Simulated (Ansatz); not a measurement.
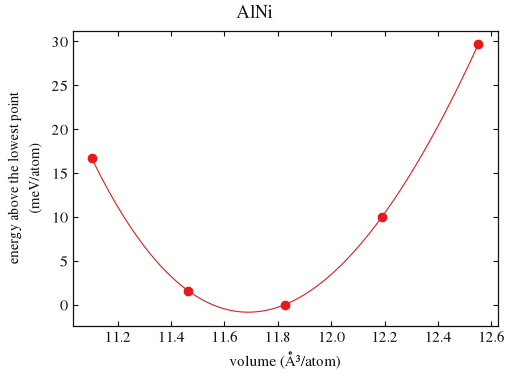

The figure shows the energy above the lowest point against volume for AlNi, space group Pm-3m (No. 221) (one of a set of cubic test structures, which need not be the stable phase).

Calculation (Ansatz 0.2.0 development build): equation of state of a cubic crystal from periodic Kohn-Sham density functional theory without spin, third-order Birch-Murnaghan fit to the free energies; pressure corrected for the finite basis. Level: HSE06.

structure type CsCl; atoms in cell 2; space group number 221; lattice centring simple cubic; k mesh 4×4×4; occupation method Fermi–Dirac; occupation width 0.1 eV; wave cutoff 920 eV; datasets hand-made PAW; density tolerance 0 eV; bands 19; density cutoff ratio 4; search for lower states default; exchange singularity regularized.

Give the fitted equation-of-state parameters.

A third-order Birch–Murnaghan fit gives V0 = 11.69 Å³/atom, B0 = 175 GPa and B′ = 4.3.

Keep in mind: coarse k-mesh, values are not converged in k; run without spin, though Ni often carries a moment.
